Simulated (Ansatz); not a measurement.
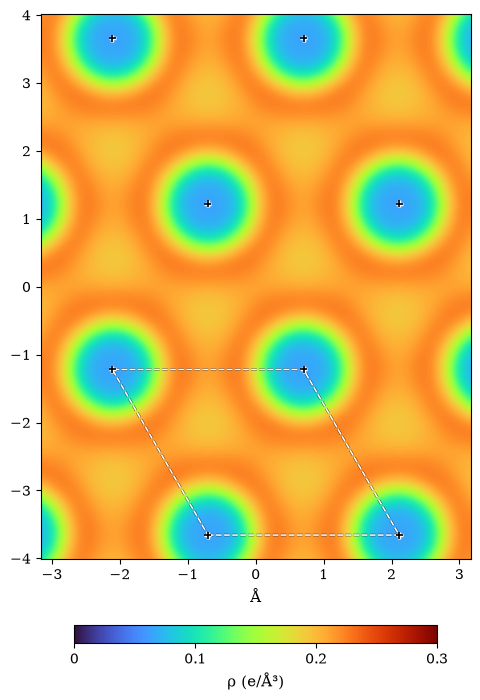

The valence electron density on a plane through atoms (crosses mark nuclei in the plane).

Computed with DFT PBEsol, scalar-relativistic, plane waves, PAW in Ansatz 0.2.0.

Candidates:
A. PbO₂, a = 5.14 Å, b = 5.14 Å, c = 3.42 Å, α = 90.00°, β = 90.00°, γ = 90.00°. Space group P4₂/mnm; changed on purpose from its base cell (volume × 1.06, shape and atoms relaxed); computed pressure about −6 GPa in this cell.
B. TiO, a = 3.03 Å, b = 3.03 Å, c = 3.24 Å, α = 90.00°, β = 90.00°, γ = 120.00°. Space group P-6m2; computed pressure about −40 GPa in this cell; computed without spin polarisation.
C. Al, a = 2.82 Å, b = 2.82 Å, c = 9.25 Å, α = 90.00°, β = 90.00°, γ = 120.00°. Space group P6₃/mmc; a structure from a database of computed crystals, not necessarily the ambient phase.

> Which system is this?

Candidate C: Al on the (001) plane of the conventional cell, which holds Al. Al–Al (2.82 Å): ρ is about 0.21 e/Å³ halfway.
